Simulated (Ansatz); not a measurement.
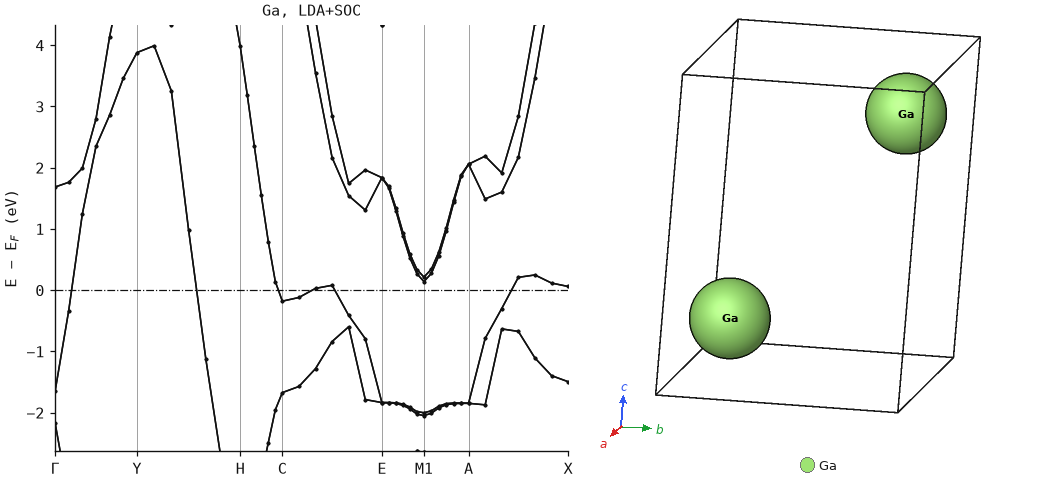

Band structure, beside the structure. Energies are counted from the Fermi level. The path runs straight from each named point to the next. The path has few k points, so lines between them are rough.

System: Ga, space group P2_1/m (No. 11), 2 atoms in the cell.

Space group P2_1/m (No. 11). a = 2.778 Å, b = 3.282 Å, c = 4.210 Å, α = 90.00°, β = 108.61°, γ = 90.00°
```json
{"atom": "Ga", "site": "2e", "symmetry": "m", "x": "0.1346", "y": "0.7500", "z": "0.7702"}
```

Ansatz 0.2.0; LDA, all-electron LAPW, relativistic spinors, spin-orbit coupling, no magnetisation, 7×6×5 k mesh, Fermi-Dirac smearing of 0.05 eV.

Does this material conduct, going by its bands?

A metal: bands cross the Fermi level along this path.

Which levels at X lie nearest to the Fermi level?

At X the nearest levels lie 1.49 eV below and 0.06 eV above the Fermi level.

The k mesh is thin for a metal, so its Fermi level is uncertain. This isn't the form of Ga at room conditions, which is orthorhombic. Bands are joined in order of energy, so crossings between the computed points show as kinks or gaps. In reduced coordinates of the cell that was run, Y is (0, 0, 0.5), H is (−0.439, 0, 0.712), C is (−0.5, 0, 0.5), E is (−0.5, 0.5, 0.5), M1 is (−0.561, 0.5, 0.288), A is (−0.5, 0.5, 0) and X is (−0.5, 0, 0).
